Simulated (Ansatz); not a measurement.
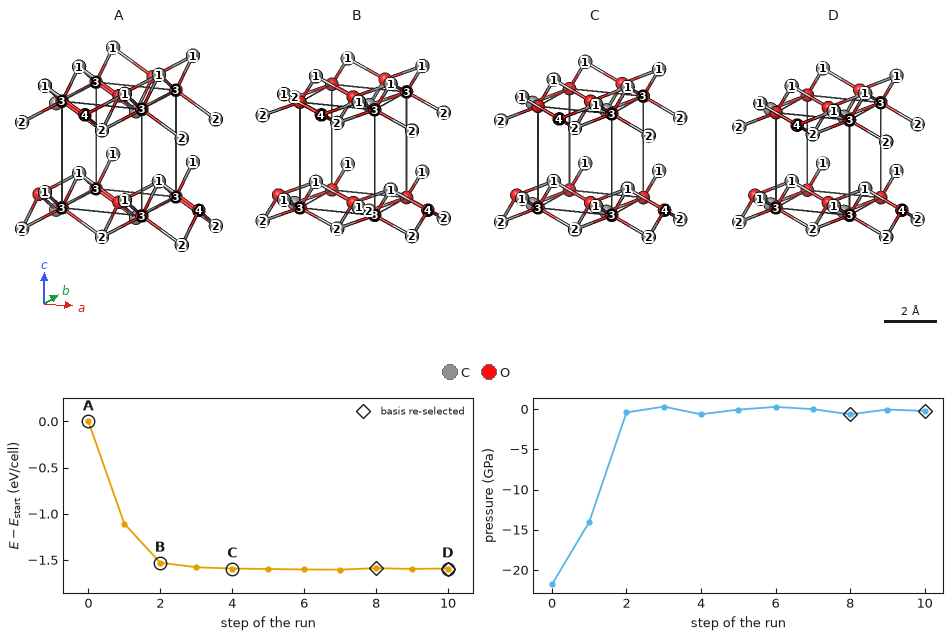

Frames of a relaxation of solid CO (built on the litharge_129 type) (coarse preliminary run), marked on the history of the run. Style: ball-and-stick. Shown: the cell of the calculation, slightly off an axis.

Case: litharge type (P4/nmm, No. 129).

These are results of DFT PBE, scalar-relativistic, plane waves, PAW in Ansatz, not measurements. Set-up: plane-wave cutoff 420 eV; k-point mesh 6 × 6 × 4; occupations gaussian; smearing width 0.1 eV; no spin polarisation; cell and atoms relaxed; force threshold 0.04 eV/Å; at most 70 steps.

Describe the path.

The largest moves relative to the cell, 0.18 Å, are those of C1 and C2. C1 goes along −c. O stays in place. Cell: a = b 3.392 → 3.122 Å (−8.0 %), c 4.286 → 3.826 Å (−10.7 %). Volume −24.4 %. Among the contacts that change: C1–O3 1.973 → 1.720 Å. The space group stays P4/nmm (No. 129). After 8 accepted moves (10 points after the start) the energy has fallen by 1.592 eV per cell of the calculation. The largest force component goes from 3.1 to 0.00054 eV/Å. Pressure: −21.80 GPa at the start and −0.23 GPa at the end. At 2 points the geometry stayed and the basis and grid were re-selected for the new cell (energy shift of 15.8 meV per cell of the calculation at most each time). From step 0 to 2: C atoms move most (0.32 Å), volume −13.4 %, energy −1.530 eV per cell of the calculation. From step 2 to 4: C atoms move most (0.07 Å), volume −6.0 %, energy −63.3 meV per cell of the calculation. From step 4 to 10: C atoms move most (0.04 Å), volume −7.1 %, energy +0.7 meV per cell of the calculation.
